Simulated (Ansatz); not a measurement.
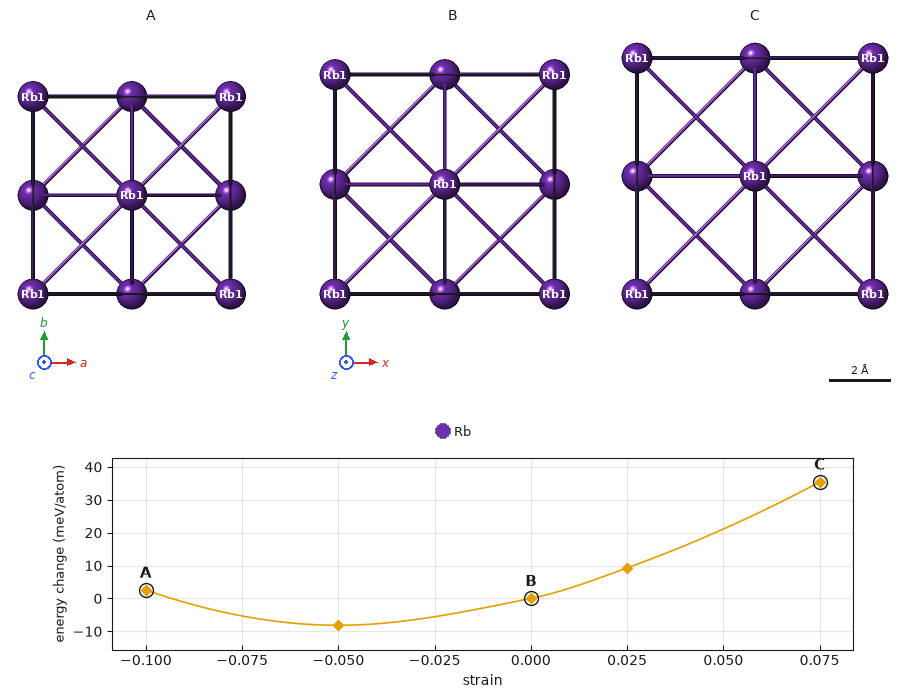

Energy scan for crystalline Rb (Fm-3m), in which the cell is strained equally along x and y, with the atoms kept at their fractional coordinates. x, y and z are the Cartesian axes of the input. The lettered frames are marked on the plot. Style: ball-and-stick. Shown: the conventional cell (4 times the calculation's cell), along the c axis. Lengths and directions refer to the drawn axes.

All numbers below come from Ansatz 0.2.0, DFT PBEsol, scalar-relativistic, plane waves, PAW. (plane-wave cutoff 420 eV; k-point mesh 12 × 12 × 12; occupations gaussian; smearing width 0.15 eV; no spin polarisation). Energies (free energies at the smearing named) are counted from the cell as listed in its source, which wasn't relaxed.

Question: Read off the main features of the energy profile.

Answer: Of the computed points the lowest is at the strain −0.05, −8.2 meV/atom. At the ends of the scan the energy is 2.5 meV/atom (−0.10) and 35.4 meV/atom (0.075). The distortion takes the space group from Fm-3m to I4/mmm. At the strain −0.10 the cell of the drawing goes a 7.280 → 6.552 Å, b 7.280 → 6.552 Å.
